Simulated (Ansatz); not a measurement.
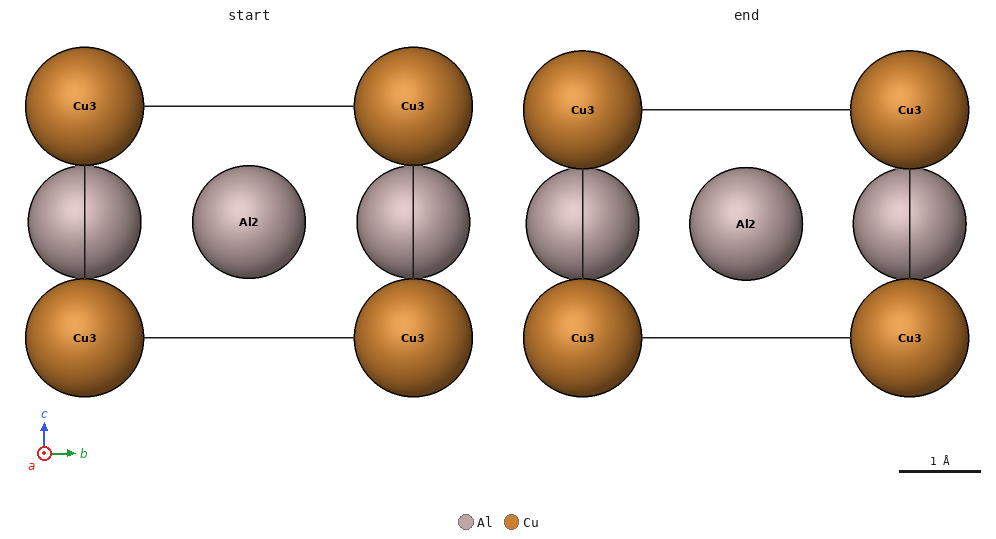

The structure of solid Al$_{2}$Cu (set up in P4/mmm) before (left) and after (right) a relaxation, at one scale.

A spheres-only model of the cell of the calculation, seen along the a axis.

Theory: Ansatz, DFT PBEsol, scalar-relativistic, plane waves, PAW. (plane-wave cutoff 420 eV; k-point mesh 10 × 10 × 14; occupations gaussian; smearing width 0.1 eV; no spin polarisation; cell and atoms relaxed; force threshold 0.005 eV/Å; at most 80 steps)

Question: What changed between the two?

Answer: The atoms keep their places relative to the cell (all moves are under 0.005 Å). The drawn cell changes as follows: a = b 4.105 → 4.084 Å (−0.5 %), c 2.891 → 2.846 Å (−1.6 %); the volume changes by −2.6 %. Among the contacts that change: Al–Al 2.891 → 2.846 Å, Cu–Cu 2.891 → 2.846 Å, Al–Cu 2.511 → 2.489 Å, Al–Al 2.903 → 2.888 Å. The space group stays P4/mmm (No. 123). After 2 accepted moves (3 points after the start) the energy has fallen by 3.5 meV per atom. All forces vanish by symmetry, so only the cell relaxes. Pressure: −2.40 GPa at the start and 0.04 GPa at the end. At 1 point the geometry stayed and the basis and grid were re-selected for the new cell (energy shift of 0.1 meV per atom at most each time).
